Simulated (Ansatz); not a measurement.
System: CdS, space group Fm-3m (No. 225).

Starting cell:
```xyz
2
Lattice="0.0000 2.7475 2.7475 2.7475 0.0000 2.7475 2.7475 2.7475 0.0000" Properties=species:S:1:pos:R:3 pbc="T T T"
Cd    0.0000    0.0000    0.0000
S     2.7475    2.7475    2.7475
```

Method: third-order Birch-Murnaghan fit to density functional energies at scaled volumes of the given relaxed cell, shape and atoms relaxed at each volume; energies count from the fitted minimum; plane waves with PAW datasets, Γ-centred k mesh (Ansatz 0.2.0). Level: PBE, no spin polarisation.

| setting | value |
| --- | --- |
| wave cutoff | 420 eV |
| k mesh | 12×12×12 |
| occupations | Gaussian |
| smearing width | 0.01 eV |

Describe the result: the energy above the minimum and pressure against volume. The volume takes the values 19.496, 20.118, 20.740, 21.362, 21.985 Å³/atom.

A third-order Birch–Murnaghan fit gives V0 = 20.74 Å³/atom, B0 = 72 GPa and B′ = 4.7. The energy above the minimum is 18.9 meV/atom at volume 19.496 Å³/atom and 15.0 meV/atom at 21.985 Å³/atom; the lowest computed point is at volume 20.740 Å³/atom (0.0 meV/atom). The pressure falls from 5.16 GPa at volume 19.496 Å³/atom to −3.66 GPa at 21.985 Å³/atom, and changes sign near 20.74 Å³/atom.

```json
{"volume (Å³/atom)": "19.496", "energy above the minimum (meV/atom)": "18.9", "pressure (GPa)": "5.16"}
{"volume (Å³/atom)": "20.118", "energy above the minimum (meV/atom)": "4.4", "pressure (GPa)": "2.36"}
{"volume (Å³/atom)": "20.740", "energy above the minimum (meV/atom)": "0.0", "pressure (GPa)": "0.00"}
{"volume (Å³/atom)": "21.362", "energy above the minimum (meV/atom)": "4.0", "pressure (GPa)": "-1.99"}
{"volume (Å³/atom)": "21.985", "energy above the minimum (meV/atom)": "15.0", "pressure (GPa)": "-3.66"}
```

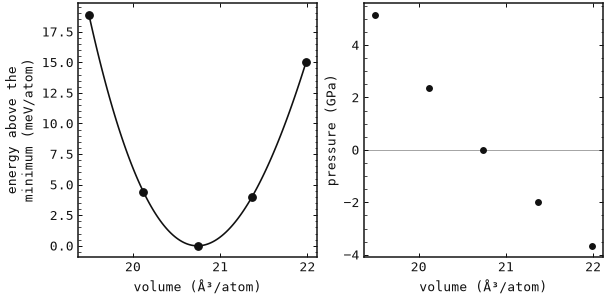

Caveats: a crossing between the sampled k points may be missed.
